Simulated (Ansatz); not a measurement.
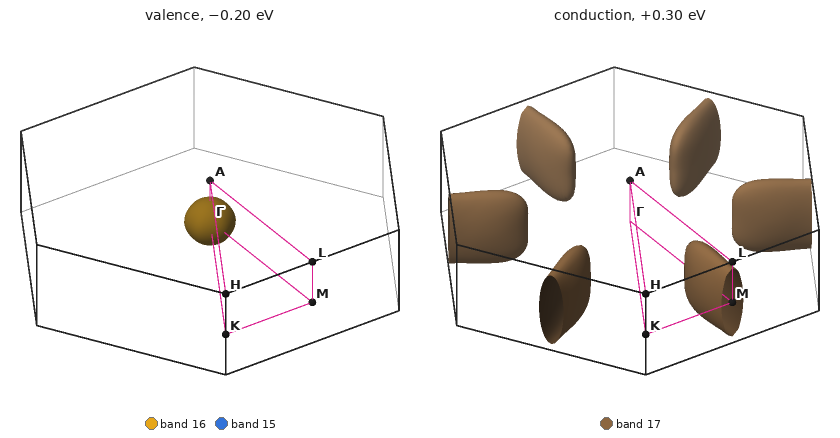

C (P6_3/mmc): constant-energy surfaces at both band edges (energies from each edge).

Computed with Ansatz, DFT PBE, scalar-relativistic, plane waves, PAW; levels and slopes on a dense k mesh at the converged density. No spin polarisation. k mesh for the levels: 42×42×12. The geometry was not relaxed (largest force 0.3 eV/Å).

Masses come from a second pass at points close to the extrema; at the energies drawn a band may no longer be parabolic.

### What kind of gap has this crystal, and what size does the calculation give?

The gap is indirect, 4.42 eV at this level of theory (semilocal functionals give gaps that are too small, and can reorder valleys that lie close).

### Give the valleys and their effective masses.

Valence band (extrema up to 0.20 eV from the edge): one maximum at Γ, two bands meeting there, with masses of 0.28 and 0.78 mₑ along x, 0.28 and 0.78 mₑ along y and 0.67 mₑ along z. Band 16 forms the valence edge; band 15 meets it there.
Conduction band (extrema up to 0.30 eV from the edge): six equivalent minima on the Γ–M line, principal masses 0.20, 1.57 and 1.95 mₑ. Band 17 forms the conduction edge. The surfaces also take in M, where this band lies 0.05 eV above its edge, so they needn't be separate pockets.

Where one band's surface lies inside another's, the outer one hides all or part of it.

Spin-orbit coupling, left out here, can split bands that meet at an edge and change their masses.
